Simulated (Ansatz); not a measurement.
# Molecular dynamics of Si13O24 (part 2 of 2)

Continued. System: Si13O24 (defect cell, 37 atoms in the cell). Method: DFT PBE, scalar-relativistic, plane waves, PAW, PAW set soft_1, no spin polarisation (Ansatz 0.2.0); cutoff 420 eV, 1×1×1 k-mesh, Fermi–Dirac smearing of 0.02 eV. The structure derives from an entry of the Crystallography Open Database. It belongs to a series of runs on one base structure; here: dynamics from the last frame of the run before.

### What the program printed, continued
```
md step    51: t =    76.50 fs  T =  1404.1 K  F+E_penalty+E_count = -21908.79518680 eV  E_kin = 6.533871 eV  conserved = -21902.26131558 eV  (6 SCF iters)
md step    52: t =    78.00 fs  T =  1418.5 K  F+E_penalty+E_count = -21908.86567901 eV  E_kin = 6.600958 eV  conserved = -21902.26472061 eV  (6 SCF iters)
md step    53: t =    79.50 fs  T =  1490.3 K  F+E_penalty+E_count = -21909.21264941 eV  E_kin = 6.935012 eV  conserved = -21902.27763788 eV  (6 SCF iters)
md step    54: t =    81.00 fs  T =  1578.0 K  F+E_penalty+E_count = -21909.63581794 eV  E_kin = 7.342839 eV  conserved = -21902.29297890 eV  (6 SCF iters)
md step    55: t =    82.50 fs  T =  1632.9 K  F+E_penalty+E_count = -21909.89856173 eV  E_kin = 7.598486 eV  conserved = -21902.30007606 eV  (6 SCF iters)
md step    56: t =    84.00 fs  T =  1630.3 K  F+E_penalty+E_count = -21909.88251701 eV  E_kin = 7.586555 eV  conserved = -21902.29596162 eV  (6 SCF iters)
md step    57: t =    85.50 fs  T =  1580.1 K  F+E_penalty+E_count = -21909.63832599 eV  E_kin = 7.352772 eV  conserved = -21902.28555381 eV  (6 SCF iters)
md step    58: t =    87.00 fs  T =  1513.9 K  F+E_penalty+E_count = -21909.31979408 eV  E_kin = 7.044499 eV  conserved = -21902.27529464 eV  (6 SCF iters)
md step    59: t =    88.50 fs  T =  1465.1 K  F+E_penalty+E_count = -21909.08675750 eV  E_kin = 6.817586 eV  conserved = -21902.26917117 eV  (6 SCF iters)
md step    60: t =    90.00 fs  T =  1455.0 K  F+E_penalty+E_count = -21909.03893441 eV  E_kin = 6.770726 eV  conserved = -21902.26820825 eV  (9 SCF iters)
md step    61: t =    91.50 fs  T =  1487.2 K  F+E_penalty+E_count = -21909.19266129 eV  E_kin = 6.920255 eV  conserved = -21902.27240640 eV  (6 SCF iters)
md step    62: t =    93.00 fs  T =  1547.1 K  F+E_penalty+E_count = -21909.47975419 eV  E_kin = 7.199053 eV  conserved = -21902.28070094 eV  (6 SCF iters)
md step    63: t =    94.50 fs  T =  1607.9 K  F+E_penalty+E_count = -21909.77048346 eV  E_kin = 7.482109 eV  conserved = -21902.28837462 eV  (6 SCF iters)
automatic band count: iteration 1 solves 113 bands in place of 135: the levels show a gap, and the empty bands left out lie too high to hold charge; the band table lists the bands solved (type scf.n_extra_bands for more)
preconditioner: auto → Resta (q_TF=auto, 2.356 Å⁻¹)  ε∞=3.9  [insulator: Δε(μ)=1.819 eV  Ē_g=13.937 eV  σ=0.020 eV  W_gap=1.00  n_scr=102 (ndim 8)  ℏωp=23.9 eV  f_vac=0.104  D(μ)=0.00/eV (n_scr^D=0)  ε∞_Penn≈3.9]
md step    64: t =    96.00 fs  T =  1645.2 K  F+E_penalty+E_count = -21909.94592563 eV  E_kin = 7.655896 eV  conserved = -21902.29003004 eV  (5 SCF iters)
```

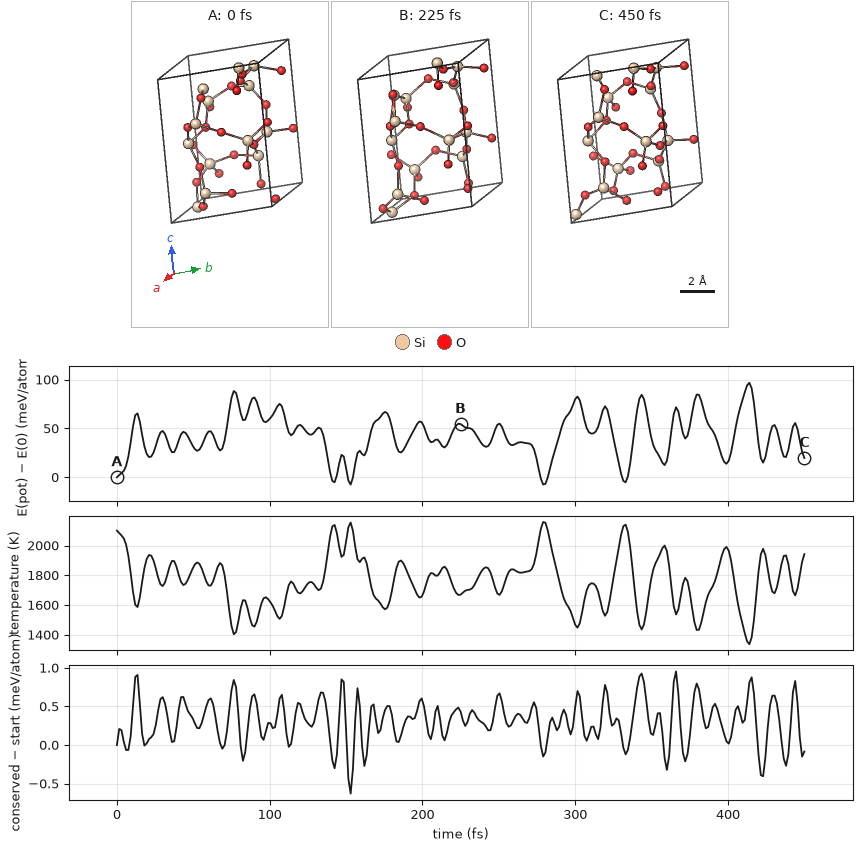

**Figure 1.** Frames of the molecular dynamics (ball-and-stick, simulation cell, seen slightly off an axis) above the curves, on which the letters mark them. The trajectory kept here has 301 frames over 450 fs. The temperature starts at 2100 K, ranges from 1337 to 2158 K and averages 1753 K over the second half. The potential energy ends 19.8 meV/atom above its first value. The conserved quantity stays within 1.6 meV/atom. With the common drift removed, the root-mean-square displacement is 0.70 Å, and O34 has moved furthest (1.46 Å).

```
automatic band count: iteration 1 solves 113 bands in place of 135: the levels show a gap, and the empty bands left out lie too high to hold charge; the band table lists the bands solved (type scf.n_extra_bands for more)
preconditioner: auto → Resta (q_TF=auto, 2.356 Å⁻¹)  ε∞=4.0  [insulator: Δε(μ)=1.811 eV  Ē_g=13.917 eV  σ=0.020 eV  W_gap=1.00  n_scr=102 (ndim 8)  ℏωp=23.9 eV  f_vac=0.103  D(μ)=0.00/eV (n_scr^D=0)  ε∞_Penn≈4.0]
  greatest PAW one-centre
[...]
E sigma→0 (E₀):  -21911.333284 eV
Fermi energy:    6.162676 eV
--- Per-component energies (eV) ---
  E_band       = -770.681114
  E_kinetic    = 4705.682894
  E_local      = -11934.957182  (includes V_loc(G=0)·N_el)
  E_nonlocal   = 1547.153942
  E_hartree    = 4420.141673
  E_xc         = -2468.785618
  E_vxc        = -2835.328768  (∫ρ·V_xc dr)
  E_paw        = -10581.348121  (= ΣΔE_a)
  E_vpaw       = -1093.532726  (= ΣTr[D̂ρ^β])
  E_aug_tail   = 0.019604  (compensation charges beyond the density's cutoff)
  E_ewald      = -7599.240476
  E_smearing   = -0.000000  (= −TS)
  E_closure    = 0.000000  (closes the sum)
  Σ components = -21911.333284   (vs F -21911.333284, Δ=0.00e0)
--- Forces (eV/Å), atoms counted from 1 ---
  atom   1  Si    -0.47467577    -1.25366548     3.47694867
  atom   2  Si     0.38462248     0.80807918    -2.28195629
  atom   3  Si     1.40309374     0.08125240     2.85755009
  atom   4  O     -0.53730489     0.23325416     0.54659510
  atom   5  O     -0.88682573    -1.67086338    -0.04589615
  atom   6  O      2.21218099     2.19585035    -5.01484783
  atom   7  O      2.59563303    -2.25042299     2.31088598
  atom   8  O     -1.35274549    -1.04346390    -1.64448165
  atom   9  O     -2.55084916     0.09490162    -1.59097040
  atom  10  Si     3.73752823    -4.63628591    -4.00000022
  atom  11  Si    -0.39183892     1.00946657    -1.95719725
  atom  12  Si     6.32527391     3.57447524     2.71484779
  atom  13  O     -2.73331531     5.22103680     3.28494865
  atom  14  O     -3.80586113     0.02339014     1.19425898
  atom  15  O     -1.49903421    -0.88169488     0.48039499
  atom  16  O      0.25532302    -2.23299770     1.23597050
  atom  17  O     -3.38863152    -0.40498827    -2.00370063
  atom  18  O     -0.33035058    -1.43443356    -1.30458957
  atom  19  Si     1.56933451     5.34002601     0.79218371
  atom  20  Si     0.39676538     2.09122232     1.25263259
  atom  21  Si     1.05525373    -0.40897254    -2.55249653
  atom  22  O      0.52463073    -1.33047562    -2.50582532
  atom  23  O     -1.17093983    -0.22534227     1.31905560
  atom  24  O      1.31394530     0.79316317    -1.44038109
  atom  25  O      0.40423379    -1.28629038     0.03723230
  atom  26  O     -1.44144482    -1.30375146    -1.15762907
  atom  27  O     -0.81953040    -0.04622386     0.86981081
  atom  28  Si     3.81986322     1.58135186     7.05337834
  atom  29  Si    -0.47539345    -1.65845669     1.56297499
  atom  30  Si     1.15641686    -5.42562386    -5.24647387
  atom  31  O     -1.54866876    -1.20990296     1.00477670
  atom  32  O      1.74796508    -0.52728837    -0.41668240
  atom  33  O     -1.36212128    -1.09108815     0.92704283
  atom  34  O     -1.29237873     3.18158574    -1.20502315
  atom  35  O     -0.32581634     1.60273848    -1.45062590
  atom  36  O     -2.57426860     2.01746316     3.34324111
  atom  37  Si     0.05992936     0.47296973    -0.44596188
  max |Σ_I F_I| component: 9.46e-6 eV/Å
--- MD trajectory: 300 steps, t = 0.0 → 450.0 fs ---
  final state: T = 1942.2 K   F+E_penalty+E_count = -21911.33328375 eV   E_kin = 9.037675 eV
  conserved energy: peak-to-peak 5.858e-2 eV (1.583e-3 eV/atom) over 450.0 fs
```

### Trajectory as extended XYZ (Å, eV, eV/Å), 3 of the 301 frames kept, from step=0 to step=300
```
37
Lattice="-2.4986 4.3277 5.4571 4.9972 0.0000 5.4571 4.9972 8.6554 0.0000" Properties=species:S:1:pos:R:3:forces:R:3 step=0 time_fs=0.0 energy=-21912.06457 temperature=2100.0
Si    0.1717    4.8806    6.2560    1.4323  -2.5267  -3.7474
Si    1.6716    3.1780    2.1438    4.2131  -3.4161  -3.6424
Si    4.3684   11.4121    3.9403    5.7219  -2.3815   4.7903
O    -0.7616    5.9517    6.8589   -2.1633   0.7298   1.8283
O     0.3284    3.3530    2.8404    0.5584   2.4724  -0.7808
O     3.0993    1.6464    4.9887    2.5735   1.2268  -1.6900
O     6.6943    3.9731    6.1187   -0.3219  -1.6906   3.9925
O     3.0896    3.0486    2.9133   -1.6102   0.8222  -2.1566
O    -0.4016    3.5706    5.3438    0.3253   1.5729   1.3462
Si    2.4630    9.1074    6.1055   -0.3118  -0.5534   1.3223
Si    4.0390    7.0005    2.4934   -2.1087   1.5065  -1.5556
Si    1.4322    6.9027    4.1524    4.3172   0.3657   0.1616
O     1.4334   10.0767    6.8120    0.4202   0.2556   0.0665
O     2.8662    6.4080    3.4502   -0.0094  -0.5246   0.6507
O     6.4364    5.7783    4.9709   -2.6570  -0.5507   2.0721
O     8.3951    8.2928    6.8156   -0.1903  -0.1769   0.3934
O     5.6786    6.8928    2.7754   -1.2075   0.3512  -1.4395
O     2.0103    8.3197    4.7938   -2.9468  -1.1935  -1.0492
Si    5.3807    4.8712    5.8355   -1.3227  -1.3991  -4.2547
Si    4.1092    6.8041    7.7624   -1.3485   2.1359   0.7715
Si    4.1177    2.6213    4.0287   -2.0085   0.4038   2.5290
O     4.2600    5.5401    6.7743    0.6036   0.0061   0.3673
O     3.0581    6.4615    9.0618    2.5188  -1.3140  -1.6934
O     0.9867    5.6907    5.0451   -0.3525   0.0670   0.6362
O     3.2657    7.9791    6.9260    1.3192  -2.3105   2.6223
O     5.6897    7.2135    8.2481   -4.5932   0.0744  -1.7201
O     4.3056    4.0631    4.7002    2.0990   1.7793   3.0822
Si    7.3755    9.3030    5.9674    0.8670  -0.5851   3.0591
Si    6.5409   11.4669    7.9896    3.0695   1.9862   0.4286
Si    6.4376    7.0731    4.1558    3.0383   2.5853  -0.5933
O     6.4737   10.2190    7.0211    1.1172  -1.2526  -1.1682
O     5.5189   11.1653    9.1156   -1.9319   1.3864   1.8584
O     3.7315    9.7669    5.4331    0.5810   2.0786   1.2503
O     1.3443    4.2419    7.1839   -0.1447  -0.3095   1.0321
O     8.0380   11.6896    8.8898  -10.9199   1.2930  -4.8804
O     6.2063    8.5230    5.1238   -0.5137  -2.8029  -2.3113
Si    9.2419    9.1178    9.5072    1.8869  -0.1116  -1.5781
37
Lattice="-2.4986 4.3277 5.4571 4.9972 0.0000 5.4571 4.9972 8.6554 0.0000" Properties=species:S:1:pos:R:3:forces:R:3 step=150 time_fs=225.0 energy=-21910.04752 temperature=1670.0
Si   -0.1965    5.0078    5.9846    0.6354  -1.8995  -1.8653
Si    1.6503    2.9579    2.6016    0.4716  -1.8088  -1.6544
Si    3.9148   11.4495    3.9997   -1.5820   0.8324   0.3769
O    -0.9583    5.9149    7.0096   -0.9617   2.6236   1.8583
O     0.5824    2.5311    3.9009    1.8985   1.7198  -1.9067
O     3.4824    1.1425    4.7484   -0.0604   0.7600  -0.2058
O     6.2157    4.2395    7.0931    0.0131   0.2306   0.4463
O     3.3557    3.1197    2.7705   -1.3917  -0.7764   2.9304
O    -1.3846    4.2115    5.0081    2.9990  -0.2180   0.5138
Si    2.5368    9.3978    6.2649    0.9547  -1.6492  -0.6328
Si    4.0587    7.2165    2.4246    2.5773  -0.1307   1.8044
Si    1.7115    6.9534    4.2005   -0.0282  -0.5493   0.9662
O     1.3139   10.1882    6.8346   -0.2444   1.7572   1.1898
O     3.1611    6.5519    3.6325   -0.8007  -1.8909  -0.1545
O     6.1343    5.3154    4.6069    3.1998   2.9096  -4.5438
O     8.6082    8.5816    7.1843   -1.8780  -0.0441  -3.1057
O     5.8246    7.5001    2.8226   -2.9166  -2.5430  -2.1327
O     2.1784    8.3697    4.9275   -2.3134   1.6224  -1.1328
Si    5.3507    4.8655    5.8101   -2.5469  -3.6993   5.4574
Si    4.1890    6.8075    7.7984   -0.9368   5.3151   1.4198
Si    4.2730    2.4852    4.1766   -3.0902  -4.5917  -5.5078
O     4.2851    5.8818    6.5906    1.6589  -3.0026  -3.6912
O     3.1581    6.3505    8.9142   -0.1137  -0.1159  -0.5164
O     0.9864    5.8772    5.0956   -0.8339  -1.4917   1.6845
O     3.4550    8.2303    6.7786    2.4511  -2.3533   4.8489
O     5.5532    7.3005    8.6332   -1.8102   0.5211  -3.2653
O     4.7104    3.4548    5.2078    0.1591   4.8170   4.5374
Si    7.5238    8.9796    5.8306    2.6322   1.2100   0.3270
Si    6.6849   11.4683    7.5229   -0.8097   2.2999   2.3880
Si    6.7437    6.6692    3.8280    0.4444   2.8702   2.9925
O     6.7470   10.1483    6.6411   -0.9921  -0.3424  -0.3572
O     5.8039   11.2870    9.0150    1.0150  -2.1183  -1.9243
O     3.5183   10.3821    5.4489    0.6772   0.0763   1.1770
O     0.7353    4.0023    6.8864    1.0244  -0.8586  -0.5988
O     8.1234   12.0556    8.1058   -0.7268   0.3151  -1.3854
O     6.7220    7.7887    5.1692   -0.7769  -0.5399   0.7585
Si    8.5872    9.1618    9.4279    2.0028   0.7434  -1.0963
37
Lattice="-2.4986 4.3277 5.4571 4.9972 0.0000 5.4571 4.9972 8.6554 0.0000" Properties=species:S:1:pos:R:3:forces:R:3 step=300 time_fs=450.0 energy=-21911.33328 temperature=1942.2
Si    0.3407    4.8335    5.7010   -0.4747  -1.2537   3.4769
Si    1.8665    2.7212    2.4550    0.3846   0.8081  -2.2820
Si    3.1186   12.1006    3.9880    1.4031   0.0813   2.8575
O    -0.1361    5.6941    7.0632   -0.5373   0.2333   0.5466
O     0.7521    2.5998    3.6089   -0.8868  -1.6709  -0.0459
O     3.2090    1.2013    4.8811    2.2122   2.1958  -5.0148
O     6.2756    3.7483    6.6938    2.5956  -2.2504   2.3109
O     3.1066    3.4542    3.2884   -1.3527  -1.0435  -1.6445
O    -0.7418    4.5409    4.6120   -2.5508   0.0949  -1.5910
Si    2.8670    9.3205    6.1101    3.7375  -4.6363  -4.0000
Si    4.1957    7.0126    2.2394   -0.3918   1.0095  -1.9572
Si    1.5472    6.9773    4.0461    6.3253   3.5745   2.7148
O     1.6966    9.8212    6.9117   -2.7333   5.2210   3.2849
O     3.1899    6.7145    3.4174   -3.8059   0.0234   1.1943
O     5.9114    5.4495    4.8695   -1.4990  -0.8817   0.4804
O     8.7478    8.2021    6.5484    0.2553  -2.2330   1.2360
O     5.6662    7.4464    2.9252   -3.3886  -0.4050  -2.0037
O     2.0620    8.4383    4.9708   -0.3304  -1.4344  -1.3046
Si    5.0867    4.4962    6.0453    1.5693   5.3400   0.7922
Si    3.9996    6.9199    7.8819    0.3968   2.0912   1.2526
Si    3.9253    2.5347    4.3363    1.0553  -0.4090  -2.5525
O     4.4956    5.5407    7.2771    0.5246  -1.3305  -2.5058
O     2.8447    6.5778    8.9680   -1.1709  -0.2253   1.3191
O     1.4511    5.7822    5.1247    1.3139   0.7932  -1.4404
O     3.6183    8.2739    7.1097    0.4042  -1.2863   0.0372
O     5.3498    7.5765    8.7024   -1.4414  -1.3038  -1.1576
O     3.9854    3.5210    5.5636   -0.8195  -0.0462   0.8698
Si    7.4219    8.9245    5.7856    3.8199   1.5814   7.0534
Si    6.3330   11.3272    7.5104   -0.4754  -1.6585   1.5630
Si    6.3938    6.8429    4.2094    1.1564  -5.4256  -5.2465
O     7.0757   10.0123    6.9450   -1.5487  -1.2099   1.0048
O     5.3322   11.1216    8.8322    1.7480  -0.5273  -0.4167
O     4.2519   10.1577    5.5746   -1.3621  -1.0911   0.9270
O     0.8715    3.3265    6.1700   -1.2924   3.1816  -1.2050
O     7.5614   12.2896    8.0001   -0.3258   1.6027  -1.4506
O     6.4960    7.8301    5.3170   -2.5743   2.0175   3.3432
Si    9.4980   10.0383    9.3625    0.0599   0.4730  -0.4460
```

### Results in brief

```json
{"quantity": "outcome", "value": "finished"}
{"quantity": "mean temperature over the second half", "value": "1753 K"}
{"quantity": "trajectory", "value": "300 steps, 450 fs"}
{"quantity": "ensemble", "value": "nve"}
{"quantity": "temperature in the input", "value": "2100.0 K"}
{"quantity": "time step", "value": "1.5 fs"}
{"quantity": "electrons treated", "value": "196"}
{"quantity": "potential energy (free energy of the electrons) (last step)", "value": "−21911.3333 eV"}
{"quantity": "Fermi energy (last step)", "value": "6.163 eV"}
{"quantity": "largest force (length of the vector) (last step)", "value": "8.176 eV/Å"}
{"quantity": "wall time", "value": "20 min"}
{"quantity": "peak memory", "value": "0.52 GiB"}
```

The input asks for low accuracy. The k-point mesh is coarse for a cell of this size, so the results may not be converged. So short a trajectory is not equilibrated.
